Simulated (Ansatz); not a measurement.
## Two runs on Tl

System: Tl (Fd-3m, 2 atoms in the cell).
Method of run 1: DFT, PBE, all-electron LAPW, scalar-relativistic, no spin polarisation (Ansatz 0.2.0).

Its volume is 0.95 times that of the source entry. Text and figures count atoms from 1; the logs count them from 0 in places.

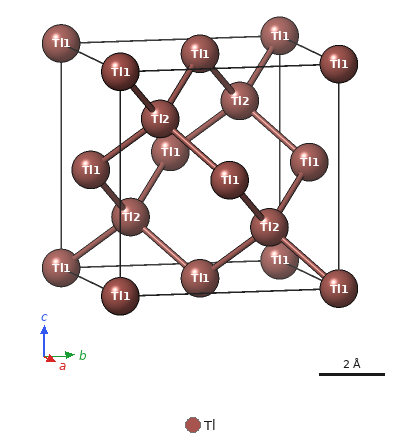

Figure 1. The structure (ball-and-stick view of the cell 4 times as large as that of the calculation, set on its symmetry axes, seen slightly off an axis; atoms are numbered from 1 in the order of the input).

### Input file, run 1
```yaml
crystal:
  lattice:
    - [0.0, 3.500064117, 3.500064117]
    - [3.500064117, 0.0, 3.500064117]
    - [3.500064117, 3.500064117, 0.0]
  atoms:
    - { symbol: Tl, position: [0.0, 0.0, 0.0] }
    - { symbol: Tl, position: [0.25, 0.25, 0.25] }
kpoints:
  mp_grid: { grid: [9, 9, 9] }
scf:
  occupations: { method: fermi_dirac, width: 0.05 }
hamiltonian:
  xc: pbe
  pseudopotentials: { kind: all_electron, lapw: { basis_error: 0.0005 } }
output:
  forces: true
  stress: true
  eigenvalues: true
```

Command:
```bash
ansatz run input.yaml --threads 1 --pin off --max-ram 2048MiB --backend cpu --events-out ev --progress --plain --runs-dir out
```

Hardware: 1 thread of Arm Neoverse V2, 24 GiB of memory available, shared host.

### Output, shortened to warnings, some set-up lines, iterations and results (run 1)
```
Basis set: ecut = 238.77723749306918 eV, 725 PW (Γ), exchange–correlation at level 2
Symmetry: 48 space group operations
k-points: 35 of 729
Initial density: superposition of atomic densities (chi_scale 0.1, normalization cell)
[...]
SCF iter   1: F=—  HF=-1101551.708726 eV  |F-HF|=—  |Δ(HF+E_count)|=         —  Δρ=5.43e-3  dr2=1.91e-2  ethr=2.72e-5  ⟨swp⟩=3.0  Hψ=9526  notcnv=0
SCF iter   2: F=—  HF=-1101551.732147 eV  |F-HF|=—  |Δ(HF+E_count)|=   2.34e-2  Δρ=1.88e-3  dr2=7.99e-3  ethr=2.72e-5  ⟨swp⟩=3.0  Hψ=4877  notcnv=0
SCF iter   3: F=—  HF=-1101551.687064 eV  |F-HF|=—  |Δ(HF+E_count)|=   4.51e-2  Δρ=1.08e-3  dr2=1.57e-3  ethr=1.14e-5  ⟨swp⟩=3.0  Hψ=4831  notcnv=0
SCF iter   4: F=—  HF=-1101551.686874 eV  |F-HF|=—  |Δ(HF+E_count)|=   1.90e-4  Δρ=4.79e-4  dr2=5.00e-4  ethr=2.24e-6  ⟨swp⟩=2.0  Hψ=4208  notcnv=0
SCF iter   5: F=—  HF=-1101551.686926 eV  |F-HF|=—  |Δ(HF+E_count)|=   5.21e-5  Δρ=2.13e-4  dr2=1.23e-4  ethr=7.14e-7  ⟨swp⟩=2.0  Hψ=4208  notcnv=0
SCF iter   6: F=—  HF=-1101551.686944 eV  |F-HF|=—  |Δ(HF+E_count)|=   1.85e-5  Δρ=4.13e-5  dr2=4.33e-6  ethr=6.19e-9  ⟨swp⟩=2.0  Hψ=7288  notcnv=0
SCF iter   7: F=-1101551.686947 eV  HF=-1101551.686947 eV  |F-HF|=4.59e-8  |Δ(HF+E_count)|=   2.59e-6  Δρ=5.63e-6  dr2=5.40e-8  ethr=6.19e-9  ⟨swp⟩=3.0  Hψ=4320  notcnv=0
SCF 1 converged in 7 iterations: F = -1101551.686947 eV  dr2 = 5.40e-8
SCF converged after 7 iterations
Free energy (F): -1101551.686947 eV
Harris-Foulkes:  -1101551.686947 eV  (|F-HF|=4.59e-8)
Internal energy: -1101551.668802 eV  (E = F + TS)
E sigma→0 (E₀):  -1101551.677874 eV
Entropy (-TS):   -0.018145 eV (-9.073 meV/atom)
Fermi energy:    9.060313 eV
--- Per-component energies (eV) ---
  E_band       = -4073.398337
  E_kinetic    = 1265088.196882
  E_xc         = -20713.239948
  E_electrostatic = -2345926.625736  (all electrons and nuclei)
  E_smearing   = -0.018145  (= −TS)
  E_closure    = 0.000000  (closes the sum)
  E_atoms      = -1101548.003718  (free atoms, spherical and without spin; not in F)
  Σ components = -1101551.686947   (vs F -1101551.686947, Δ=0.00e0)
  Basis errors (estimates in eV, not in F): energy 1.9e-4 per atom: plane waves 1.9e-4 (1.1e-4 summed), levels above the bands 3.4e-68, relativity 3.0e-8, radial functions 6.4e-6, core shells 2.7e-7; eigenvalues (radial functions only) 3.1e-7; not estimated: angular momenta, meshes, grids; target …
--- Forces (eV/Å), atoms counted from 1 ---
  atom   1  Tl    -0.00000000     0.00000000    -0.00000000
  atom   2  Tl    -0.00000000     0.00000000    -0.00000000
  max |Σ_I F_I| component: 9.25e-18 eV/Å
--- Stress (GPa, compression-positive) ---
        0.856173      -0.000000       0.000000
       -0.000000       0.856173       0.000000
        0.000000       0.000000       0.856173
  P = ⅓ Tr σ = 0.8562 GPa (8.562 kbar)
```

For run 2 the input was changed thus:
```diff
-    - [0.0, 3.500064117, 3.500064117]
-    - [3.500064117, 0.0, 3.500064117]
-    - [3.500064117, 3.500064117, 0.0]
+    - [0.0, 3.5898482202, 3.5898482202]
+    - [3.5898482202, 0.0, 3.5898482202]
+    - [3.5898482202, 3.5898482202, 0.0]
```

How does run 2 compare with run 1?

With the same functional and potentials, run 2 lies 5.0 meV per atom lower. The pressure goes from 0.86 to −0.30 GPa. The volume per atom goes from 42.88 to 46.26 Å³. The cell is scaled evenly with the atoms at fixed fractional positions, so −ΔP/Δ ln V estimates the bulk modulus midway between the two volumes: about 15 GPa. The number of SCF iterations is the same.

### Output, shortened to warnings, some set-up lines, iterations and results (run 2)
```
Basis set: ecut = 224.8926443805897 eV, 725 PW (Γ), exchange–correlation at level 2
Symmetry: 48 space group operations
k-points: 35 of 729
Initial density: superposition of atomic densities (chi_scale 0.1, normalization cell)
[...]
SCF iter   1: F=—  HF=-1101551.713872 eV  |F-HF|=—  |Δ(HF+E_count)|=         —  Δρ=4.70e-3  dr2=1.64e-2  ethr=2.32e-5  ⟨swp⟩=3.0  Hψ=9534  notcnv=0
SCF iter   2: F=—  HF=-1101551.733786 eV  |F-HF|=—  |Δ(HF+E_count)|=   1.99e-2  Δρ=1.57e-3  dr2=6.20e-3  ethr=2.32e-5  ⟨swp⟩=3.0  Hψ=4875  notcnv=0
SCF iter   3: F=—  HF=-1101551.697064 eV  |F-HF|=—  |Δ(HF+E_count)|=   3.67e-2  Δρ=9.36e-4  dr2=1.30e-3  ethr=8.85e-6  ⟨swp⟩=3.0  Hψ=4788  notcnv=0
SCF iter   4: F=—  HF=-1101551.696886 eV  |F-HF|=—  |Δ(HF+E_count)|=   1.78e-4  Δρ=4.13e-4  dr2=4.08e-4  ethr=1.86e-6  ⟨swp⟩=2.0  Hψ=4208  notcnv=0
SCF iter   5: F=—  HF=-1101551.696938 eV  |F-HF|=—  |Δ(HF+E_count)|=   5.16e-5  Δρ=1.84e-4  dr2=1.02e-4  ethr=5.83e-7  ⟨swp⟩=2.0  Hψ=4208  notcnv=0
SCF iter   6: F=—  HF=-1101551.696953 eV  |F-HF|=—  |Δ(HF+E_count)|=   1.52e-5  Δρ=3.61e-5  dr2=3.70e-6  ethr=5.29e-9  ⟨swp⟩=2.0  Hψ=7277  notcnv=0
SCF iter   7: F=-1101551.696955 eV  HF=-1101551.696955 eV  |F-HF|=3.80e-8  |Δ(HF+E_count)|=   2.11e-6  Δρ=5.07e-6  dr2=4.90e-8  ethr=5.29e-9  ⟨swp⟩=3.0  Hψ=4318  notcnv=0
SCF 1 converged in 7 iterations: F = -1101551.696955 eV  dr2 = 4.90e-8
SCF converged after 7 iterations
Free energy (F): -1101551.696955 eV
Harris-Foulkes:  -1101551.696955 eV  (|F-HF|=3.80e-8)
Internal energy: -1101551.678723 eV  (E = F + TS)
E sigma→0 (E₀):  -1101551.687839 eV
Entropy (-TS):   -0.018232 eV (-9.116 meV/atom)
Fermi energy:    8.161740 eV
--- Per-component energies (eV) ---
  E_band       = -4136.698574
  E_kinetic    = 1265086.447162
  E_xc         = -20712.660931
  E_electrostatic = -2345925.464954  (all electrons and nuclei)
  E_smearing   = -0.018232  (= −TS)
  E_closure    = 0.000000  (closes the sum)
  E_atoms      = -1101548.003718  (free atoms, spherical and without spin; not in F)
  Σ components = -1101551.696955   (vs F -1101551.696955, Δ=0.00e0)
  Basis errors (estimates in eV, not in F): energy 2.0e-4 per atom: plane waves 2.0e-4 (1.2e-4 summed), levels above the bands 5.6e-66, relativity 2.5e-8, radial functions 5.3e-6, core shells 1.3e-7; eigenvalues (radial functions only) 2.6e-7; not estimated: angular momenta, meshes, grids; target …
--- Forces (eV/Å), atoms counted from 1 ---
  atom   1  Tl     0.00000000    -0.00000000    -0.00000000
  atom   2  Tl     0.00000000    -0.00000000    -0.00000000
  max |Σ_I F_I| component: 1.85e-17 eV/Å
--- Stress (GPa, compression-positive) ---
       -0.295430      -0.000000      -0.000000
       -0.000000      -0.295430       0.000000
       -0.000000       0.000000      -0.295430
  P = ⅓ Tr σ = -0.2954 GPa (-2.954 kbar)
```

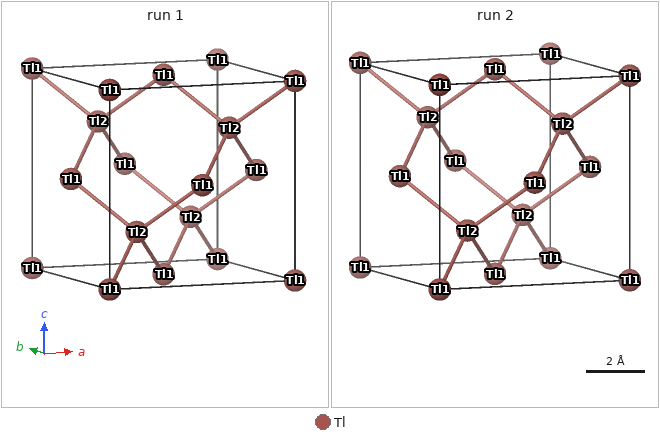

Figure 2. The two input geometries at one scale (ball-and-stick view of the cell 4 times as large as that of the calculation, set on its symmetry axes, seen slightly off an axis). The atoms keep their places relative to the cell (all moves are under 0.005 Å). The drawn cell changes as follows: a = b = c 7.000 → 7.180 Å (+2.6 %); the volume changes by +7.9 %. Among the contacts that change: Tl1–Tl2 3.031 → 3.109 Å.

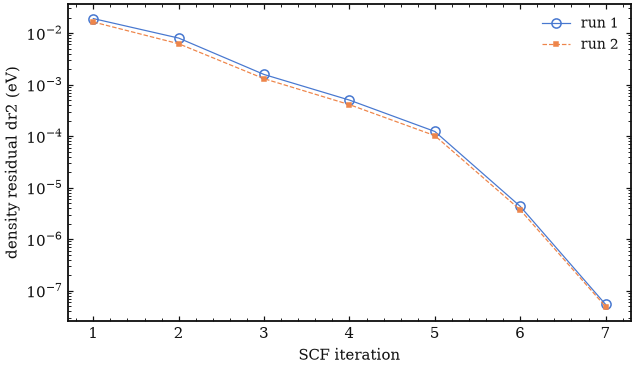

Figure 3. Convergence of the two runs: density residual dr2 against the SCF iteration. Run 1 takes 7 iterations in all, and run 2 takes 7.

### The two runs side by side

| quantity | run 1 | run 2 |
| --- | --- | --- |
| outcome | converged | converged |
| free energy per atom (eV) | −550775.8435 | −550775.8485 |
| energy per atom, smearing taken to zero (eV) | −550775.8389 | −550775.8439 |
| pressure (GPa) | 0.86 | −0.30 |
| volume per atom (Å³) | 42.88 | 46.26 |
| largest force (eV/Å) | 0.000 | 0.000 |
| SCF iterations | 7 | 7 |
| irreducible k-points | 35 | 35 |
| plane waves at Γ | 725 | 725 |
| wall time (shared host) | 21 s | 20 s |

For both runs: Spin–orbit coupling is left out, which matters for Tl.
